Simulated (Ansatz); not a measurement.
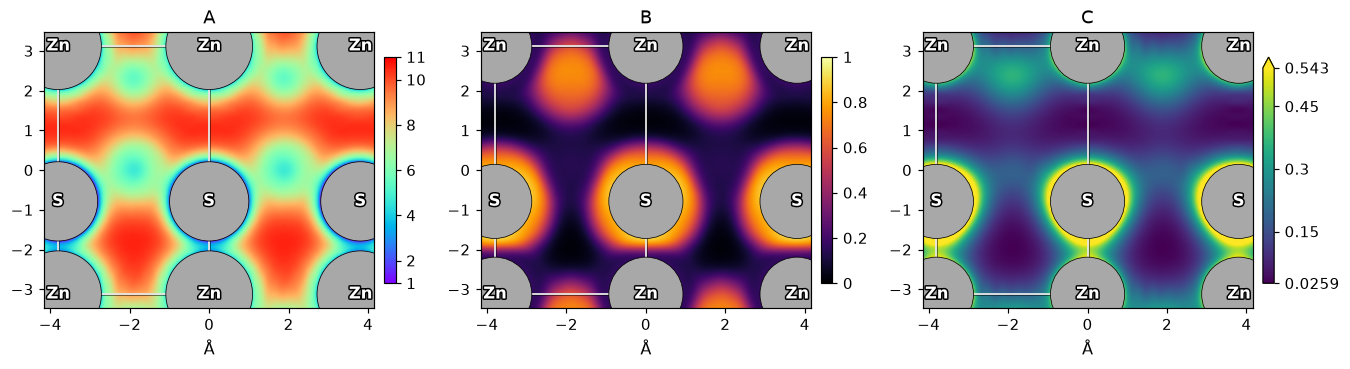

ZnS: 3 fields on the (010) plane of the conventional cell, with unlabelled colour scales. Grey discs cover the atomic cores.

Space group P6₃mc; a structure from a database of computed crystals, not necessarily the ambient phase; started from the database structure prototype, which need not be the ambient phase.

Computed with DFT, HSE06, plane waves, PAW in Ansatz 0.2.0.

Question: Match the panels to the quantities (electron localisation function, electrostatic potential energy of an electron and valence pseudo-density).

Answer: Panel A: electrostatic potential energy of an electron (low next to the atoms, rising into the space between them). Panel B: electron localisation function. Panel C: valence pseudo-density. From the grid: Zn–S (2.34 Å): ρ is about 0.5 e/Å³ halfway; the ELF peaks at about 0.90 in the valence shell of S, 0.9 Å from its nucleus, and is about 0.55 at the midpoint.
